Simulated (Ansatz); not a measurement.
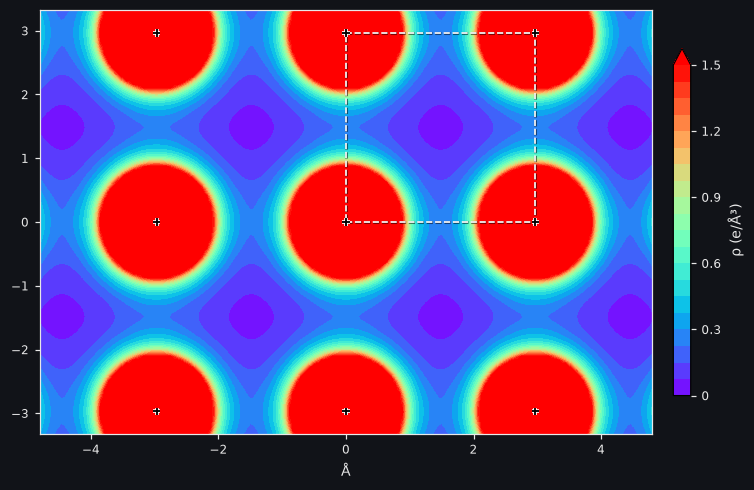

The valence charge density (pseudo) on a plane through atoms (crosses mark nuclei in the plane).

All numbers below come from DFT, LDA (PW92), plane waves (420 eV) with PAW, scalar-relativistic in Ansatz.

Candidates:
A. Hg, a = 2.97 Å, b = 2.97 Å, c = 2.97 Å, α = 90.00°, β = 90.00°, γ = 90.00°. Space group Pm-3m; set up as Hg, simple cubic; a generated structure, not necessarily the stable one; changed on purpose from its base cell (volume × 1.08); computed pressure about −3 GPa in this cell.
B. Be, a = 2.14 Å, b = 2.14 Å, c = 3.36 Å, α = 89.99°, β = 90.01°, γ = 119.99°. Space group P6₃/mmc; set up as Be, beta-Sn type; a generated structure, not necessarily the stable one; changed on purpose from its base cell (volume × 0.88); computed pressure about 21 GPa in this cell.
C. F, a = 4.91 Å, b = 3.05 Å, c = 6.12 Å, α = 90.00°, β = 90.84°, γ = 90.00°. Space group C2/c; set up as F, solid alpha-F2; changed on purpose from its base cell (volume × 1.0).

### Which system is this?

Candidate A: Hg on the (001) plane of the conventional cell, which holds Hg. Hg–Hg (2.97 Å): ρ at the midpoint is about 0.23 e/Å³.
